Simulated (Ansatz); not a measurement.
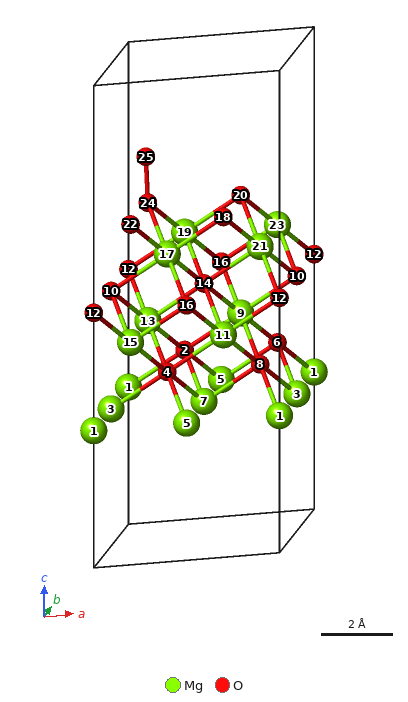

**Figure 1.** The starting structure (ball-and-stick view of the cell of the calculation, with the vacuum cut short, seen slightly off an axis; atoms are numbered from 1 in the order of the input). An atom can appear more than once, as a periodic image.

**Run report: Mg12O13, geometry relaxation (part 1 of 2)**

System: Mg12O13 (slab, 25 atoms in the cell).
Method: DFT PBE, scalar-relativistic, plane waves, PAW, PAW set soft_1, spin-polarised (Ansatz 0.2.0).

The structure derives from an entry of the Crystallography Open Database. The input holds or restrains some coordinates. Forces given for the steps count only the free coordinates. It belongs to a series of runs on one base structure; here: start relaxed. Figures and captions count atoms from 1; the log counts them from 0 in places.

**What the program printed**
```
Engine: ansatz 0.2.0, x86_64-unknown-linux-gnu
Pseudopotentials: kind: paw
Pseudopotential: Mg, paw, valence charge 10, recommended cutoff 420 eV (normal), [file]
Pseudopotential: O, paw, valence charge 6, recommended cutoff 420 eV (normal), [file]
Functional definition: PBE
  parameter kappa = 0.804
  parameter beta = 0.06672455060314922
  exchange = pbe_x(kappa = kappa, mu = beta*pi^2/3)
  correlation = pbe_c(beta = beta)
Crystal: 25 atoms, lattice volume = 511.310 Å³
Basis set: ecut = 420 eV, 10023 PW (Γ), exchange–correlation on 80×80×256 points (8 copies of the dense FFT grid, shifted against one another)
Bands: 125, of which v1, the nominal top of the filled ones, is band 99 counted from 1 (98 counted from 0)
Symmetry: 1 space group operations
Space group: P1 (ITA 1), of the structure as read, at distance tolerance 8.0e-5 Å
Magnetic group: BNS 1.1 (UNI 1), of the structure as read, at distance tolerance 8.0e-5 Å
k-points: 4
Non-local potential: Mg, projectors of the file, l = 0: 3, l = 1: 2, l = 2: 1
Non-local potential: O, projectors of the file, l = 0: 2, l = 1: 2, l = 2: 1
PAW form: soft (Blöchl's): semilocal exchange-correlation on the pseudo side does not see the compensation charge
PAW one-centre angular grid: Mg, 110 points (default); XC on 64 Gauss nodes
PAW one-centre angular grid: O, 110 points (default); XC on 64 Gauss nodes
Initial density: superposition of atomic densities (neutral atoms: chi_scale 0, normalization atom)
Starting moments: Σ|m| = 1 μB on 1 of 25 sites
Initial wavefunctions: pseudopotential atomic-orbital guess
Functional: x = pbe(κ = 0.804, μ = 0.2195149727645171), c = pbe(β = 0.06672455060314922)
SCF iter   1: F=—  HF=-30499.704280 eV  |F-HF|=—  |Δ(HF+E_count)|=         —  Δρ=6.30e-2 (↑6.27e-2 ↓6.30e-2)  dr2=2.14e2  dr2_m=2.35e-1  M=0.500 μB ∫|m|=0.540 μB  β_m=0.30  ethr=3.10e-3  ⟨swp⟩=10.2  Hψ=5476  notcnv=0  defer=80
preconditioner: auto → Resta (q_TF=auto, 2.329 Å⁻¹)  ε∞=1.9  [insulator: Δε(μ)=1.239 eV  Ē_g=17.135 eV  σ=0.020 eV  W_gap=0.73  n_scr=96 (ndim 8)  ℏωp=16.5 eV  f_vac=0.508  D(μ)=18.68/eV (n_scr^D=134)  ε∞_Penn≈1.9  vacuum switching on, ρ_ref=2.1e-2 e/Å³]
spin=Collinear: Resta preconditioning applied to the charge; magnetization (m = ρ↑ − ρ↓) channel mixes plain (no charge-response kernel on spin).
SCF iter   2: F=—  HF=-30529.305648 eV  |F-HF|=—  |Δ(HF+E_count)|=    2.96e1  Δρ=9.97e-2 (↑9.97e-2 ↓9.67e-2)  dr2=2.11e3  dr2_m=3.97e-1  M=0.491 μB ∫|m|=0.717 μB  β_m=0.30  ethr=3.10e-3  ⟨swp⟩=7.5  Hψ=2912  notcnv=0  defer=143
preconditioner: auto → LDOS  [metal: Δε(μ)=0.046 eV  Ē_g=12.682 eV  σ=0.020 eV  W_gap=0.47  n_scr=96 (ndim 8)  ℏωp=15.9 eV  f_vac=0.517  D(μ)=23.00/eV (n_scr^D=214)]
spin=Collinear: LDOS preconditioning applied to the charge; magnetization (m = ρ↑ − ρ↓) channel mixes plain (no charge-response kernel on spin).
SCF iter   3: F=—  HF=-30477.585972 eV  |F-HF|=—  |Δ(HF+E_count)|=    5.17e1  Δρ=4.39e-2 (↑4.39e-2 ↓4.34e-2)  dr2=6.39e1  dr2_m=3.29e-2  M=0.500 μB ∫|m|=0.583 μB  β_m=0.30  ethr=3.10e-3  ⟨swp⟩=4.6  Hψ=1890  notcnv=0  defer=99
SCF iter   4: F=—  HF=-30471.564835 eV  |F-HF|=—  |Δ(HF+E_count)|=    6.02e0  Δρ=3.40e-2 (↑3.13e-2 ↓3.40e-2)  dr2=3.96e1  dr2_m=3.00e-2  M=0.500 μB ∫|m|=0.787 μB  β_m=1.00  ethr=3.10e-3  ⟨swp⟩=2.0  Hψ=1547  notcnv=0  defer=157
SCF iter   5: F=—  HF=-30470.784224 eV  |F-HF|=—  |Δ(HF+E_count)|=   7.81e-1  Δρ=2.78e-2 (↑2.26e-2 ↓2.78e-2)  dr2=1.30e1  dr2_m=1.52e-1  M=0.500 μB ∫|m|=0.528 μB  β_m=0.30  ethr=3.10e-3  ⟨swp⟩=2.8  Hψ=1527  notcnv=0  defer=157
SCF iter   6: F=—  HF=-30469.786571 eV  |F-HF|=—  |Δ(HF+E_count)|=   9.98e-1  Δρ=2.26e-2 (↑1.35e-2 ↓2.26e-2)  dr2=2.95e0  dr2_m=1.11e0  M=1.616 μB ∫|m|=1.949 μB  β_m=1.00  ethr=3.10e-3  ⟨swp⟩=2.8  Hψ=1320  notcnv=0  defer=144
SCF iter   7: F=—  HF=-30470.046521 eV  |F-HF|=—  |Δ(HF+E_count)|=   2.60e-1  Δρ=1.73e-2 (↑7.47e-3 ↓1.73e-2)  dr2=4.09e0  dr2_m=1.87e-1  M=1.231 μB ∫|m|=2.650 μB  β_m=1.00  ethr=1.49e-3  ⟨swp⟩=2.1  Hψ=1468  notcnv=0  defer=141
SCF iter   8: F=—  HF=-30469.965770 eV  |F-HF|=—  |Δ(HF+E_count)|=   8.08e-2  Δρ=1.15e-2 (↑8.38e-3 ↓1.15e-2)  dr2=2.53e0  dr2_m=8.13e-2  M=0.876 μB ∫|m|=3.005 μB  β_m=0.30  ethr=1.49e-3  ⟨swp⟩=2.0  Hψ=1211  notcnv=0  defer=141
Mixer restart at iter 8: flushing history
spin-set hold released at iteration 8 (site moments contracting): the magnetisation degrees of freedom join the quasi-Newton model from the next iteration; the mixer history was flushed
SCF iter   9: F=—  HF=-30469.895738 eV  |F-HF|=—  |Δ(HF+E_count)|=   7.00e-2  Δρ=1.02e-2 (↑7.00e-3 ↓1.02e-2)  dr2=1.36e0  dr2_m=1.41e-1  M=0.582 μB ∫|m|=3.186 μB  β_m=0.42  ethr=1.28e-3  ⟨swp⟩=2.0  Hψ=1112  notcnv=0  defer=141
SCF iter  10: F=—  HF=-30469.965985 eV  |F-HF|=—  |Δ(HF+E_count)|=   7.02e-2  Δρ=2.10e-2 (↑3.68e-3 ↓2.10e-2)  dr2=2.78e0  dr2_m=6.74e-1  M=0.450 μB ∫|m|=1.789 μB  β_m=0.51  ethr=6.88e-4  ⟨swp⟩=2.5  Hψ=1350  notcnv=0  defer=147
SCF iter  11: F=—  HF=-30469.936017 eV  |F-HF|=—  |Δ(HF+E_count)|=   3.00e-2  Δρ=3.07e-3 (↑2.40e-3 ↓3.07e-3)  dr2=5.68e-2  dr2_m=2.50e-2  M=0.500 μB ∫|m|=2.824 μB  β_m=0.58  ethr=6.88e-4  ⟨swp⟩=2.4  Hψ=1286  notcnv=0  defer=139
SCF iter  12: F=—  HF=-30469.955180 eV  |F-HF|=—  |Δ(HF+E_count)|=   1.92e-2  Δρ=2.61e-3 (↑7.75e-4 ↓2.61e-3)  dr2=4.37e-2  dr2_m=1.18e-2  M=0.500 μB ∫|m|=2.593 μB  β_m=0.65  ethr=2.87e-5  ⟨swp⟩=2.8  Hψ=1365  notcnv=0  defer=142
SCF iter  13: F=—  HF=-30469.955536 eV  |F-HF|=—  |Δ(HF+E_count)|=   3.56e-4  Δρ=7.82e-4 (↑4.65e-4 ↓7.82e-4)  dr2=1.78e-3  dr2_m=1.70e-3  M=0.500 μB ∫|m|=2.708 μB  β_m=0.82  ethr=2.21e-5  ⟨swp⟩=2.1  Hψ=986  notcnv=0  defer=142
SCF iter  14: F=—  HF=-30469.956371 eV  |F-HF|=—  |Δ(HF+E_count)|=   8.36e-4  Δρ=1.02e-3 (↑2.92e-4 ↓1.02e-3)  dr2=6.64e-3  dr2_m=1.63e-3  M=0.500 μB ∫|m|=2.759 μB  β_m=0.82  ethr=9.00e-7  ⟨swp⟩=2.6  Hψ=1556  notcnv=0  defer=138
SCF iter  15: F=—  HF=-30469.956502 eV  |F-HF|=—  |Δ(HF+E_count)|=   1.31e-4  Δρ=8.69e-4 (↑1.85e-4 ↓8.69e-4)  dr2=5.55e-3  dr2_m=1.00e-3  M=0.500 μB ∫|m|=2.760 μB  β_m=0.71  ethr=9.00e-7  ⟨swp⟩=2.0  Hψ=1080  notcnv=0  defer=138
SCF iter  16: F=—  HF=-30469.956463 eV  |F-HF|=—  |Δ(HF+E_count)|=   3.90e-5  Δρ=6.79e-4 (↑7.66e-5 ↓6.79e-4)  dr2=3.70e-3  dr2_m=5.76e-4  M=0.500 μB ∫|m|=2.755 μB  β_m=0.86  ethr=9.00e-7  ⟨swp⟩=1.6  Hψ=887  notcnv=0  defer=138
SCF iter  17: F=—  HF=-30469.956334 eV  |F-HF|=—  |Δ(HF+E_count)|=   1.29e-4  Δρ=2.37e-4 (↑2.90e-5 ↓2.37e-4)  dr2=5.99e-4  dr2_m=6.53e-5  M=0.500 μB ∫|m|=2.735 μB  β_m=0.93  ethr=9.00e-7  ⟨swp⟩=1.1  Hψ=865  notcnv=0  defer=138
SCF iter  18: F=—  HF=-30469.956288 eV  |F-HF|=—  |Δ(HF+E_count)|=   4.64e-5  Δρ=1.23e-4 (↑4.00e-5 ↓1.23e-4)  dr2=1.69e-4  dr2_m=1.52e-5  M=0.500 μB ∫|m|=2.719 μB  β_m=0.79  ethr=3.03e-7  ⟨swp⟩=2.0  Hψ=1107  notcnv=0  defer=138
SCF iter  19: F=-30469.956248 eV  HF=-30469.956276 eV  |F-HF|=2.86e-5  |Δ(HF+E_count)|=   1.17e-5  Δρ=4.88e-5 (↑2.22e-5 ↓4.88e-5)  dr2=3.55e-5  dr2_m=2.97e-6  M=0.500 μB ∫|m|=2.723 μB  ethr=5.05e-8  ⟨swp⟩=3.0  Hψ=3021  notcnv=0
SCF 1 converged in 19 iterations: F = -30469.956248 eV  dr2 = 3.55e-5
  greatest PAW one-centre occupation: 1.000 electrons in one spin orbital (limit 2), on the Mg atom at site 22 (counted from 0), in its partial waves of l = 1
relax step   1: F+E_penalty+E_count = -30469.95624759 eV  Δ(F+E_penalty+E_count) = +0.000e0 eV  max|allowed force component| = 4.541e0 eV/Å  Δτ_max = 0.0000 Å  (19 SCF iters, dr2 threshold 1.00e-4 eV, accepted)
Initial density: handed on by an earlier stage of this run
Starting moments: Σ|m| = 1 μB on 1 of 25 sites; this step starts from the density that it was given
Initial wavefunctions: those handed on with the density
iter 1 solved again at ethr=9.41e-4 eV; its pass at ethr=3.10e-3 eV (dr2=1.86e0 eV) is discarded
SCF iter   1: F=—  HF=-30471.701283 eV  |F-HF|=—  |Δ(HF+E_count)|=         —  Δρ=1.90e-2 (↑1.90e-2 ↓1.54e-2)  dr2=1.87e0  dr2_m=6.19e-1  M=0.501 μB ∫|m|=3.228 μB  β_m=0.30  ethr=9.41e-4  ⟨swp⟩=1.5  Hψ=4465  notcnv=0  defer=109
preconditioner: auto → Resta (q_TF=auto, 2.329 Å⁻¹)  ε∞=2.4  [insulator: Δε(μ)=0.266 eV  Ē_g=13.714 eV  σ=0.020 eV  W_gap=1.00  n_scr=96 (ndim 8)  ℏωp=16.4 eV  f_vac=0.499  D(μ)=0.05/eV (n_scr^D=0)  ε∞_Penn≈2.4  vacuum switching on, ρ_ref=1.4e-2 e/Å³]
[...]
spin=Collinear: Resta preconditioning applied to the charge; magnetization (m = ρ↑ − ρ↓) channel mixes plain (no charge-response kernel on spin).
  greatest PAW one-centre occupation: 1.000 electrons in one spin orbital (limit 2), on the Mg atom at site 18 (counted from 0), in its partial waves of l = 1
relax step   2: F+E_penalty+E_count = -30471.74283109 eV  Δ(F+E_penalty+E_count) = -1.787e0 eV  max|allowed force component| = 3.355e0 eV/Å  Δτ_max = 0.1950 Å  (12 SCF iters, dr2 threshold 1.00e-4 eV, accepted)
preconditioner: auto → Resta (q_TF=auto, 2.329 Å⁻¹)  ε∞=2.4  [insulator: Δε(μ)=0.352 eV  Ē_g=13.870 eV  σ=0.020 eV  W_gap=1.00  n_scr=96 (ndim 8)  ℏωp=16.4 eV  f_vac=0.493  D(μ)=0.01/eV (n_scr^D=0)  ε∞_Penn≈2.4  vacuum switching on, ρ_ref=1.4e-2 e/Å³]
spin=Collinear: Resta preconditioning applied to the charge; magnetization (m = ρ↑ − ρ↓) channel mixes plain (no charge-response kernel on spin).
relax step   3: F+E_penalty+E_count = -30472.66813739 eV  Δ(F+E_penalty+E_count) = -9.253e-1 eV  max|allowed force component| = 7.146e-1 eV/Å  Δτ_max = 0.1948 Å  (15 SCF iters, dr2 threshold 1.00e-4 eV, accepted)
preconditioner: auto → Resta (q_TF=auto, 2.329 Å⁻¹)  ε∞=2.4  [insulator: Δε(μ)=0.101 eV  Ē_g=13.901 eV  σ=0.020 eV  W_gap=0.77  n_scr=96 (ndim 8)  ℏωp=16.4 eV  f_vac=0.487  D(μ)=4.60/eV (n_scr^D=6)  ε∞_Penn≈2.4  vacuum switching on, ρ_ref=1.4e-2 e/Å³]
spin=Collinear: Resta preconditioning applied to the charge; magnetization (m = ρ↑ − ρ↓) channel mixes plain (no charge-response kernel on spin).
relax step   4: F+E_penalty+E_count = -30472.94262950 eV  Δ(F+E_penalty+E_count) = -2.745e-1 eV  max|allowed force component| = 7.147e-1 eV/Å  Δτ_max = 0.1963 Å  (14 SCF iters, dr2 threshold 3.19e-5 eV, accepted)
preconditioner: auto → Resta (q_TF=auto, 2.329 Å⁻¹)  ε∞=2.4  [insulator: Δε(μ)=0.065 eV  Ē_g=13.828 eV  σ=0.020 eV  W_gap=0.53  n_scr=96 (ndim 8)  ℏωp=16.4 eV  f_vac=0.484  D(μ)=8.07/eV (n_scr^D=52)  ε∞_Penn≈2.4  vacuum switching on, ρ_ref=1.4e-2 e/Å³]
spin=Collinear: Resta preconditioning applied to the charge; magnetization (m = ρ↑ − ρ↓) channel mixes plain (no charge-response kernel on spin).
relax step   5: F+E_penalty+E_count = -30473.03572488 eV  Δ(F+E_penalty+E_count) = -9.310e-2 eV  max|allowed force component| = 1.377e-1 eV/Å  Δτ_max = 0.2000 Å  (13 SCF iters, dr2 threshold 3.19e-5 eV, accepted)
preconditioner: auto → Resta (q_TF=auto, 2.329 Å⁻¹)  ε∞=2.4  [insulator: Δε(μ)=0.082 eV  Ē_g=13.774 eV  σ=0.020 eV  W_gap=0.67  n_scr=96 (ndim 8)  ℏωp=16.4 eV  f_vac=0.482  D(μ)=6.07/eV (n_scr^D=38)  ε∞_Penn≈2.4  vacuum switching on, ρ_ref=1.4e-2 e/Å³]
spin=Collinear: Resta preconditioning applied to the charge; magnetization (m = ρ↑ − ρ↓) channel mixes plain (no charge-response kernel on spin).
relax step   6: F+E_penalty+E_count = -30473.04774237 eV  Δ(F+E_penalty+E_count) = -1.202e-2 eV  max|allowed force component| = 4.288e-2 eV/Å  Δτ_max = 0.0740 Å  (15 SCF iters, accepted)
```

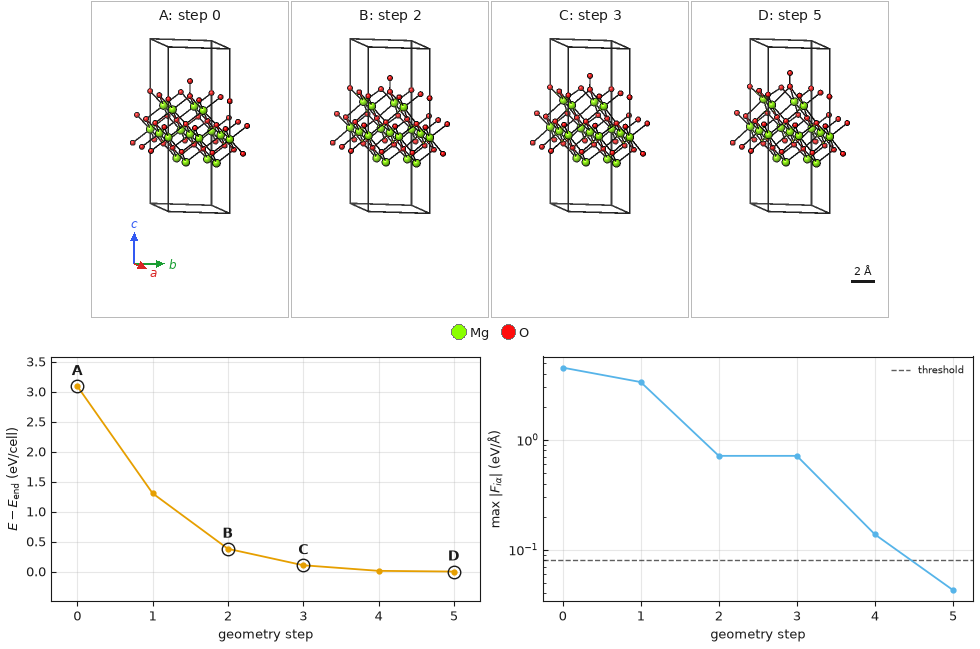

**Figure 2.** Frames of the restrained relaxation (ball-and-stick view of the cell of the calculation, with the vacuum cut short (origin shifted), with bonded neighbours outside it, seen slightly off an axis) above the curves, on which the letters mark them (the first geometry is step 0 here and step 1 in the log).

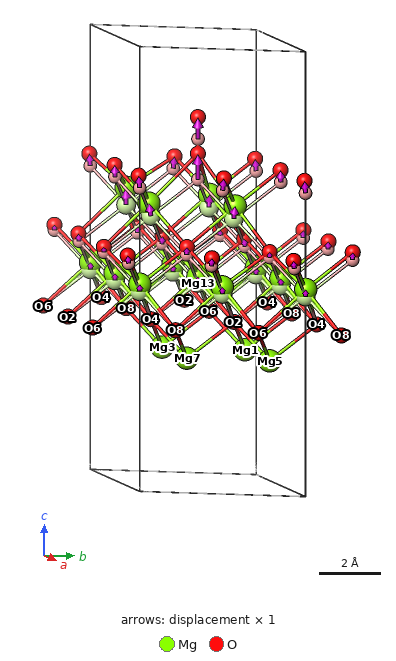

**Figure 3.** Start (faint) and end (solid) with the displacements as pink arrows, at true length (ball-and-stick view of the cell of the calculation, with the vacuum cut short (origin shifted), with bonded neighbours outside it, seen slightly off an axis). After 5 geometry steps the energy has fallen by 3.091 eV per cell of the calculation. Largest force component: 4.5 eV/Å at the start, 0.043 eV/Å at the end. O24 moves most: 0.86 Å. By element the largest moves are O 0.86 Å, Mg 0.58 Å. The cell stays as it was. Distances before and after: Mg19–O24 1.985 → 2.310 Å, Mg17–O24 1.985 → 2.310 Å, O10–Mg21 1.985 → 2.210 Å, O2–Mg15 1.985 → 2.133 Å. Among the angles that change: O10–Mg21–O18 180.0° → 168.3°, Mg17–O24–Mg19 90.0° → 78.4°, Mg23–O24–O25 122.8° → 132.7°. (Atoms are counted from 1 in the order of the input.)

```
Magnetization: 0.5373 μB (99.2687 up, 98.7313 down)
Absolute magnetization: 3.3568 μB (∫|ρ↑−ρ↓|, with the PAW one-centre terms)
Spin contamination: 1.4246 ħ² per cell (⟨S²⟩ above its minimum at these occupations)
Per-site moments (μB) at R_I (Å): [(-0.0004354209107932398, 0.8188126150946591), (-0.0014496386819741608, 0.818812615094659), (-0.00043538878093822764, 0.818812615094659), (-0.0014489259100161432, 0.8188126150946591), (-0.00048394544813478184, 0.8188126150946591), (-0.0014449786827353715, 0.818812615094659), (-0.0004359986041040738, 0.818812615094659), (-0.0005930367183564354, 0.8188126150946591), (4.8913285699946344e-5, 0.8088882440563491), (0.0003023563245821918, 0.8200069939270817), (4.8885163140305996e-5, 0.8088866912716679), (0.00030160219057619473, 0.8199948853193908), (0.00013794434574898931, 0.8199497943552356), (0.0002589529012742574, 0.8199497943552356), (4.9157641661751175e-5, 0.8088714825730469), (-0.0002563903523352346, 0.8088714825730469), (0.0006020636722186327, 0.7950307269654959), (-0.3892272092337355, 0.7943547556116813), (0.0005991088753475738, 0.7950186714935996), (-0.38922348668666584, 0.7943288196427317), (-0.007235304423833215, 0.7943015402681081), (-0.3892600599368241, 0.7943015402681081), (0.0006478436293814078, 0.7950452952398941), (0.4472131893119064, 0.502299973428132), (0.6117951671255993, 0.502299973428132)]
Free energy (F): -30473.047742 eV
Harris-Foulkes:  -30473.047742 eV  (|F-HF|=4.79e-8)
Internal energy: -30473.038327 eV  (E = F + TS)
E sigma→0 (E₀):  -30473.043035 eV
Entropy (-TS):   -0.009415 eV (-0.377 meV/atom)
Fermi energy:    0.872303 eV
--- Per-component energies (eV) ---
  E_band       = -5284.154292
  E_kinetic    = 3090.054616
  E_local      = -156203.755931  (includes V_loc(G=0)·N_el)
  E_nonlocal   = 3022.790279
  E_hartree    = 73748.029109
  E_xc         = -1272.854031
  E_vxc        = -1629.921720  (∫ρ·V_xc dr)
  E_paw        = -5716.230224  (= ΣΔE_a)
  E_vpaw       = -1059.382554  (= ΣTr[D̂ρ^β])
  E_aug_tail   = 0.008269  (compensation charges beyond the density's cutoff)
[...]
  E_ewald      = 52858.919587
  E_smearing   = -0.009415  (= −TS)
  E_closure    = -0.000000  (closes the sum)
  Σ components = -30473.047742   (vs F -30473.047742, Δ=0.00e0)
--- Forces (eV/Å), atoms counted from 1 ---
  atom   1  Mg     0.00027726    -0.01275079    -0.74174608
  atom   2  O     -0.03963695    -0.02227976     0.65646311
  atom   3  Mg     0.01111422     0.00615851    -0.74176231
  atom   4  O     -0.00066824     0.04547597     0.65643658
  atom   5  Mg    -0.00027310     0.00009498    -0.66856580
  atom   6  O      0.03922517    -0.02281534     0.65621607
  atom   7  Mg    -0.01117469     0.00651246    -0.74183146
  atom   8  O      0.00040075    -0.00010768     0.94395184
  atom   9  Mg     0.00053902    -0.00189448    -0.03941697
  atom  10  O     -0.02361722    -0.01357775     0.03292797
  atom  11  Mg     0.00172045     0.00046574    -0.03864083
  atom  12  O     -0.00021373     0.02703362     0.03304737
  atom  13  Mg    -0.00008496     0.00007916     0.01171645
  atom  14  O      0.02228663    -0.01304178     0.03363452
  atom  15  Mg    -0.00246556     0.00149973    -0.04288302
  atom  16  O     -0.00205384     0.00078805    -0.01310965
  atom  17  Mg     0.00217827    -0.02529324     0.02752824
  atom  18  O      0.01347383     0.00749193    -0.02576586
  atom  19  Mg     0.02185983     0.01116766     0.02883574
  atom  20  O      0.00035067    -0.01544208    -0.02461528
  atom  21  Mg    -0.00154911     0.00005692    -0.03039840
  atom  22  O     -0.01280392     0.00753788    -0.02524708
  atom  23  Mg    -0.02256719     0.01409292     0.02135860
  atom  24  O      0.00092783     0.00006791     0.01880577
  atom  25  O      0.00275528    -0.00132100     0.01298871
  max |Σ_I F_I| component: 7.18e-5 eV/Å
```
